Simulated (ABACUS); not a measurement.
Band-structure run of Pd

- system: Pd (Fm-3m, 1 atom in the cell)
- method: Kohn-Sham DFT of a periodic cell, TASK, SG15 ONCV 1.2 PBE, no spin polarisation (ABACUS 3.10.1)

The structure derives from an entry of the Crystallography Open Database. It belongs to a series of runs on one base structure; here: bands on the converged density.

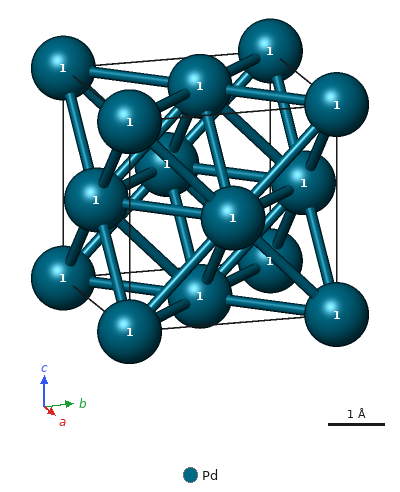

*The input geometry (ball-and-stick view of the cell 4 times as large as that of the calculation, set on its symmetry axes, seen slightly off an axis; atoms are numbered from 1 in the order of the input).*

## The input
```
INPUT_PARAMETERS
suffix              Pd
calculation         nscf
basis_type          pw
pseudo_dir          ./
symmetry            -1
dft_functional      MGGA_X_TASK+LDA_C_PW
ecutwfc             95.0
pseudo_rcut         10
nspin               1
nbands              19
ks_solver           dav
smearing_method     fd
smearing_sigma      0.00367493
scf_thr             1e-08
scf_nmax            100
mixing_type         broyden
mixing_beta         0.7
mixing_tau          1
init_chg            file
pw_diag_thr         1e-07
out_band            1
kpar                4
```

## File STRU
```
ATOMIC_SPECIES
Pd 106.4200 Pd_ONCV_PBE-1.2.upf

LATTICE_CONSTANT
1.8897261246

LATTICE_VECTORS
0.0000000000 1.9465000000 1.9465000000
1.9465000000 0.0000000000 1.9465000000
1.9465000000 1.9465000000 0.0000000000

ATOMIC_POSITIONS
Direct

Pd
0.0
1
0.0000000000 0.0000000000 0.0000000000 1 1 1
```

## File KPT
```
K_POINTS
12
Line
0.00000000 0.00000000 0.00000000 10 // G
0.50000000 0.00000000 0.50000000 10 // X
0.50000000 0.25000000 0.75000000 10 // W
0.37500000 0.37500000 0.75000000 10 // K
0.00000000 0.00000000 0.00000000 10 // G
0.50000000 0.50000000 0.50000000 10 // L
0.62500000 0.25000000 0.62500000 10 // U
0.50000000 0.25000000 0.75000000 10 // W
0.50000000 0.50000000 0.50000000 10 // L
0.37500000 0.37500000 0.75000000 1 // K
0.62500000 0.25000000 0.62500000 10 // U
0.50000000 0.00000000 0.50000000 1 // X
```

Machine: 4 threads of Intel Xeon (Sapphire Rapids), 16 GiB of memory available, shared host.

Run as:
```bash
OMP_NUM_THREADS=1 mpirun -np 4 abacus > log
```

## Output
```
ABACUS v3.10.1

               Atomic-orbital Based Ab-initio Computation at UStc

 ------------------------------------------------------------------------------------

 READING GENERAL INFORMATION
                           global_out_dir = OUT.Pd/
                           global_in_card = INPUT
                               pseudo_dir = ./
                              orbital_dir =
                                    DSIZE = 4
                                    GSIZE = 1

 READING UNITCELL INFORMATION
                                    ntype = 1
                  lattice constant (Bohr) = 1.88973
              lattice constant (Angstrom) = 1

 READING ATOM TYPE 1
                               atom label = Pd
                      L=0, number of zeta = 1
                      L=1, number of zeta = 1
                      L=2, number of zeta = 1
             number of atom for this type = 1

                        TOTAL ATOM NUMBER = 1
DIRECT COORDINATES
    atom                   x                   y                   z     mag                  vx                  vy                  vz
taud_Pd1            0.0000000000        0.0000000000        0.0000000000  0.0000        0.0000000000        0.0000000000        0.0000000000

                          Volume (Bohr^3) = 99.5382
                             Volume (A^3) = 14.75

 Lattice vectors: (Cartesian coordinate: in unit of a_0)
                   +0             +1.9465             +1.9465
              +1.9465                  +0             +1.9465
              +1.9465             +1.9465                  +0
 Reciprocal vectors: (Cartesian coordinate: in unit of 2 pi/a_0)
            -0.256871           +0.256871           +0.256871
            +0.256871           -0.256871           +0.256871
            +0.256871           +0.256871           -0.256871
 The esolver type has been set to : ksdft_pw

                PAO radial cut off (Bohr) = 10

 Read in pseudopotential file is Pd_ONCV_PBE-1.2.upf
                     pseudopotential type = NC
          exchange-correlation functional = PBE
                 nonlocal core correction = 0
                        valence electrons = 18
                                     lmax = 2
                           number of zeta = 0
                     number of projectors = 6
                           L of projector = 0
                           L of projector = 0
                           L of projector = 1
                           L of projector = 1
                           L of projector = 2
                           L of projector = 2
 XC functional updated to : MGGA_X_TASK+LDA_C_PW
          exchange-correlation functional = MGGA_X_TASK+LDA_C_PW
     initial pseudo atomic orbital number = 0

 SETUP THE ELECTRONS NUMBER
            electron number of element Pd = 18
      total electron number of element Pd = 18
            AUTOSET number of electrons:  = 18
                           occupied bands = 9
                                   NBANDS = 19
                                   NLOCAL = 9

%%%%%%%%%%%%%%%%%%%%%%%%%%%%%%%%%%%%%%%%%%%%%%%%%%%%%%%%%%%%%%%%%%%%%%%%%%%%%%%%%%%%%%%%%%%%%%%%%%%%%%%%%%
 Warning: the number of valence electrons in pseudopotential > 10 for Pd: [Kr] 4d10
 Pseudopotentials with additional electrons can yield (more) accurate outcomes, but may be less efficient.
 If you're confident that your chosen pseudopotential is appropriate, you can safely ignore this warning.
%%%%%%%%%%%%%%%%%%%%%%%%%%%%%%%%%%%%%%%%%%%%%%%%%%%%%%%%%%%%%%%%%%%%%%%%%%%%%%%%%%%%%%%%%%%%%%%%%%%%%%%%%%

 SETUP THE PLANE WAVE BASIS
 energy cutoff for charge/potential (unit:Ry) = 380
            fft grid for charge/potential = [ 36, 36, 36 ]
                        fft grid division = [ 1, 1, 1 ]
        big fft grid for charge/potential = [ 36, 36, 36 ]
                                     nbxx = 46656
                                     nrxx = 46656

 SETUP PLANE WAVES FOR CHARGE/POTENTIAL
                    number of plane waves = 12387
                         number of sticks = 703

 PARALLEL PW FOR CHARGE/POTENTIAL
     PROC   COLUMNS(POT)             PW
        1            703          12387
 --------------- sum -------------------
        1            703          12387
                            number of |g| = 175
                                  max |g| = 34.3111
                                  min |g| = 0

----------- Double Check Mixing Parameters Begin ------------
mixing_type: broyden
mixing_beta: 0.7
mixing_gg0: 1
mixing_gg0_min: 0.1
mixing_ndim: 8
----------- Double Check Mixing Parameters End ------------

 SETUP K-POINTS
                                    nspin = 1
                                   nkstot = 102
K-POINTS DIRECT COORDINATES
 KPOINTS    DIRECT_X    DIRECT_Y    DIRECT_Z  WEIGHT
       1  0.00000000  0.00000000  0.00000000  1.0000
       2  0.05000000  0.00000000  0.05000000  1.0000
       3  0.10000000  0.00000000  0.10000000  1.0000
       4  0.15000000  0.00000000  0.15000000  1.0000
       5  0.20000000  0.00000000  0.20000000  1.0000
       6  0.25000000  0.00000000  0.25000000  1.0000
       7  0.30000000  0.00000000  0.30000000  1.0000
       8  0.35000000  0.00000000  0.35000000  1.0000
       9  0.40000000  0.00000000  0.40000000  1.0000
      10  0.45000000  0.00000000  0.45000000  1.0000
      11  0.50000000  0.00000000  0.50000000  1.0000
      12  0.50000000  0.02500000  0.52500000  1.0000
      13  0.50000000  0.05000000  0.55000000  1.0000
      14  0.50000000  0.07500000  0.57500000  1.0000
      15  0.50000000  0.10000000  0.60000000  1.0000
      16  0.50000000  0.12500000  0.62500000  1.0000
      17  0.50000000  0.15000000  0.65000000  1.0000
      18  0.50000000  0.17500000  0.67500000  1.0000
      19  0.50000000  0.20000000  0.70000000  1.0000
      20  0.50000000  0.22500000  0.72500000  1.0000
      21  0.50000000  0.25000000  0.75000000  1.0000
      22  0.48750000  0.26250000  0.75000000  1.0000
      23  0.47500000  0.27500000  0.75000000  1.0000
      24  0.46250000  0.28750000  0.75000000  1.0000
      25  0.45000000  0.30000000  0.75000000  1.0000
      26  0.43750000  0.31250000  0.75000000  1.0000
      27  0.42500000  0.32500000  0.75000000  1.0000
      28  0.41250000  0.33750000  0.75000000  1.0000
      29  0.40000000  0.35000000  0.75000000  1.0000
      30  0.38750000  0.36250000  0.75000000  1.0000
[... 72 further k points ...]

           k-point number in this process = 26
       minimum distributed K point number = 25

[... K-POINTS CARTESIAN COORDINATES: 26 rows ...]

[... K-POINTS DIRECT COORDINATES: 26 rows ...]

 SETUP PLANE WAVES FOR WAVE FUNCTIONS
     energy cutoff for wavefunc (unit:Ry) = 95
              fft grid for wave functions = [ 36, 36, 36 ]
                    number of plane waves = 2085
                         number of sticks = 211

 PARALLEL PW FOR WAVE FUNCTIONS
     PROC   COLUMNS(POT)             PW
        1            211           2085
 --------------- sum -------------------
        1            211           2085

 SETUP NONLOCAL PSEUDOPOTENTIALS IN PLANE WAVE BASIS
 Pd non-local projectors:
 projector 1 L=0
 projector 2 L=0
 projector 3 L=1
 projector 4 L=1
 projector 5 L=2
 projector 6 L=2
      TOTAL NUMBER OF NONLOCAL PROJECTORS = 18

 Init Non-Local PseudoPotential table :
 Init Non-Local-Pseudopotential done.

                                     npwx = 1588

 -------------------------------------------
 NONSELF-CONSISTENT
 -------------------------------------------
                                 init_chg = file
 try to read charge from file
 Read in the charge density: OUT.Pd//Pd-CHARGE-DENSITY.restart
 try to read kinetic energy density from file
 Read in the kinetic energy density: OUT.Pd//Pd-TAU-DENSITY.restart

 PW ALGORITHM --------------- ION=   1  ELEC=   1--------------------------------
 k(1/102) Iter steps (avg)=13 threshold=1e-07
 k(2/102) Iter steps (avg)=15 threshold=1e-07
 k(3/102) Iter steps (avg)=13 threshold=1e-07
 k(4/102) Iter steps (avg)=15 threshold=1e-07
 k(5/102) Iter steps (avg)=18 threshold=1e-07
 k(6/102) Iter steps (avg)=17 threshold=1e-07
 k(7/102) Iter steps (avg)=14 threshold=1e-07
 k(8/102) Iter steps (avg)=19 threshold=1e-07
 k(9/102) Iter steps (avg)=21 threshold=1e-07
 k(10/102) Iter steps (avg)=20 threshold=1e-07
 k(11/102) Iter steps (avg)=20 threshold=1e-07
 k(12/102) Iter steps (avg)=19 threshold=1e-07
 k(13/102) Iter steps (avg)=22 threshold=1e-07
 k(14/102) Iter steps (avg)=23 threshold=1e-07
 k(15/102) Iter steps (avg)=23 threshold=1e-07
 k(16/102) Iter steps (avg)=22 threshold=1e-07
 k(17/102) Iter steps (avg)=22 threshold=1e-07
 k(18/102) Iter steps (avg)=21 threshold=1e-07
 k(19/102) Iter steps (avg)=23 threshold=1e-07
 k(20/102) Iter steps (avg)=22 threshold=1e-07
 k(21/102) Iter steps (avg)=21 threshold=1e-07
 k(22/102) Iter steps (avg)=20 threshold=1e-07
 k(23/102) Iter steps (avg)=19 threshold=1e-07
 k(24/102) Iter steps (avg)=19 threshold=1e-07
 k(25/102) Iter steps (avg)=22 threshold=1e-07
 k(26/102) Iter steps (avg)=21 threshold=1e-07
[... levels at 26 k points of this process ...]

 Density error is 0.00000000000
                          Error Threshold = 1.00000000000e-07
----------------------------------------------------------
     Energy           Rydberg                 eV
----------------------------------------------------------
 E_KohnSham     -251.1343712952      -3416.8584132620
 E_KS(sigma->0) -251.1336662981      -3416.8488212850
 E_Harris       -251.1343712952      -3416.8584132620
 E_band         -8.7540698871        -119.1052311552
 E_one_elec     -74.6990121263       -1016.3321998884
 E_Hartree      48.0156643658        653.2866286304
 E_xc           -22.5255791118       -306.4762266705
 E_Ewald        -201.9240344288      -2747.3174313795
 E_entropy(-TS) -0.0014099941        -0.0191839540
 E_descf        0.0000000000         0.0000000000
 E_exx          0.0000000000         0.0000000000
 E_Fermi        1.7654759766         24.0205329637
----------------------------------------------------------

 charge density convergence is achieved
 final etot is -3416.8584133 eV
 EFERMI = 24.020532964 eV

 STATE ENERGY(eV) AND OCCUPATIONS    NSPIN == 1
 1/26 kpoint (Cartesian) = 0.0000 0.0000 0.0000 (1471 pws)
       1       -68.7801      0.0196078
       2       -31.0073      0.0196078
       3       -31.0073      0.0196078
       4       -31.0073      0.0196078
       5        14.6961      0.0196078
       6        20.3162      0.0196078
       7        20.3162      0.0196078
       8        20.3162      0.0196078
       9        22.1812      0.0196078
      10        22.1812      0.0196078
      11        44.3044        0.00000
      12        49.9258        0.00000
      13        49.9258        0.00000
      14        49.9258        0.00000
      15        56.0990        0.00000
      16        60.4616        0.00000
      17        60.4616        0.00000
      18        60.4616        0.00000
      19        65.7575        0.00000

 2/26 kpoint (Cartesian) = 0.0000 0.025687 0.0000 (1511 pws)
       1       -68.7773      0.0196078
       2       -31.0224      0.0196078
       3       -31.0129      0.0196078
       4       -31.0129      0.0196078
       5        14.8480      0.0196078
       6        20.2337      0.0196078
       7        20.3830      0.0196078
       8        20.3830      0.0196078
       9        22.0952      0.0196078
      10        22.2131      0.0196078
      11        44.4688        0.00000
      12        49.3357        0.00000
      13        49.8447        0.00000
      14        49.8447        0.00000
      15        57.1207        0.00000
      16        59.6820        0.00000
      17        59.6820        0.00000
      18        60.5978        0.00000
      19        64.1916        0.00000

 3/26 kpoint (Cartesian) = 0.0000 0.051374 0.0000 (1523 pws)
       1       -68.7691      0.0196078
       2       -31.0661      0.0196078
       3       -31.0292      0.0196078
       4       -31.0292      0.0196078
       5        15.2911      0.0196078
       6        19.9998      0.0196078
       7        20.5814      0.0196078
       8        20.5814      0.0196078
       9        21.8572      0.0196078
      10        22.3065      0.0196078
      11        44.9370        0.00000
      12        48.2339        0.00000
      13        49.4864        0.00000
      14        49.4864        0.00000
      15        58.4556        0.00000
      16        58.4556        0.00000
      17        59.3457        0.00000
      18        61.0136        0.00000
      19        61.2241        0.00000

 4/26 kpoint (Cartesian) = 0.0000 0.077061 0.0000 (1535 pws)
       1       -68.7564      0.0196078
       2       -31.1333      0.0196078
       3       -31.0546      0.0196078
       4       -31.0546      0.0196078
       5        15.9796      0.0196078
       6        19.6507      0.0196078
       7        20.9050      0.0196078
       8        20.9050      0.0196078
       9        21.5352      0.0196078
      10        22.4541      0.0196078
      11        45.6406        0.00000
      12        47.2334        0.00000
      13        48.6106        0.00000
      14        48.6106        0.00000
      15        57.4239        0.00000
      16        57.8587        0.00000
      17        57.8587        0.00000
      18        61.7301        0.00000
      19        62.6995        0.00000

 5/26 kpoint (Cartesian) = 0.0000 0.10275 0.0000 (1535 pws)
       1       -68.7403      0.0196078
       2       -31.2168      0.0196078
       3       -31.0865      0.0196078
       4       -31.0865      0.0196078
       5        16.7967      0.0196078
       6        19.2342      0.0196078
       7        21.2793      0.0196078
       8        21.3415      0.0196078
       9        21.3415      0.0196078
      10        22.6438      0.0196078
      11        46.4377        0.00000
      12        46.4825        0.00000
      13        47.1791        0.00000
      14        47.1791        0.00000
      15        54.0395        0.00000
      16        58.1915        0.00000
      17        58.1915        0.00000
      18        62.7768        0.00000
      19        65.9442        0.00000

 6/26 kpoint (Cartesian) = 0.0000 0.12844 0.0000 (1523 pws)
       1       -68.7225      0.0196078
       2       -31.3077      0.0196078
       3       -31.1217      0.0196078
       4       -31.1217      0.0196078
       5        17.4726      0.0196078
       6        18.7991      0.0196078
       7        21.3967      0.0196078
       8        21.8701      0.0196078
       9        21.8701      0.0196078
      10        22.8592      0.0196078
      11        45.4430        0.00000
      12        45.4430        0.00000
      13        45.6249        0.00000
      14        47.3570        0.00000
      15        51.0429        0.00000
      16        59.3135        0.00000
      17        59.3135        0.00000
      18        64.1799        0.00000
      19        66.0499        0.00000

[... levels at 20 further k points ...]

 --------------------------------------------
 !FINAL_ETOT_IS -3416.858413261996 eV
 --------------------------------------------

 Output bands in file: OUT.Pd/BANDS_1.dat
```

## Standard output
```
ABACUS v3.10.1

               Atomic-orbital Based Ab-initio Computation at UStc

 dft_functional readin is: MGGA_X_TASK+LDA_C_PW
 dft_functional in pseudopot file is: PBE
 Please make sure this is what you need

%%%%%%%%%%%%%%%%%%%%%%%%%%%%%%%%%%%%%%%%%%%%%%%%%%%%%%%%%%%%%%%%%%%%%%%%%%%%%%%%%%%%%%%%%%%%%%%%%%%%%%%%%
 Warning: the number of valence electrons in pseudopotential > 10 for Pd: [Kr] 4d10
 Pseudopotentials with additional electrons can yield (more) accurate outcomes, but may be less efficient.
 If you're confident that your chosen pseudopotential is appropriate, you can safely ignore this warning.
%%%%%%%%%%%%%%%%%%%%%%%%%%%%%%%%%%%%%%%%%%%%%%%%%%%%%%%%%%%%%%%%%%%%%%%%%%%%%%%%%%%%%%%%%%%%%%%%%%%%%%%%%

 UNIFORM GRID DIM        : 36 * 36 * 36
 UNIFORM GRID DIM(BIG)   : 36 * 36 * 36
func,idMGGA_X_TASK 707
func,idLDA_C_PW 12
 ---------------------------------------------------------
 ---------------------------------------------------------
 SPIN    KPOINTS         PROCESSORS  THREADS
 1       102             4           4
 ---------------------------------------------------------
 Use plane wave basis
 ---------------------------------------------------------
 ELEMENT NATOM       XC
 Pd      1
 ---------------------------------------------------------
 Initial plane wave basis and FFT box
 ---------------------------------------------------------
 -------------------------------------------
 NONSELF-CONSISTENT :
 -------------------------------------------
 START CHARGE      : file
 ITER       ETOT/eV          EDIFF/eV         DRHO         DKIN     TIME/s
 DA1     -3.41685841e+03   0.00000000e+00   0.0000e+00   0.0000e+00  23.55
```

## Key numbers

```csv
quantity,value
outcome,converged
space group (tolerance 0.01 Å),Fm-3m (225)
electrons treated,18
Fermi energy of the self-consistent step,23.796 eV
wall time,24 s (CPU time 95 s)
peak memory,0.36 GiB
```
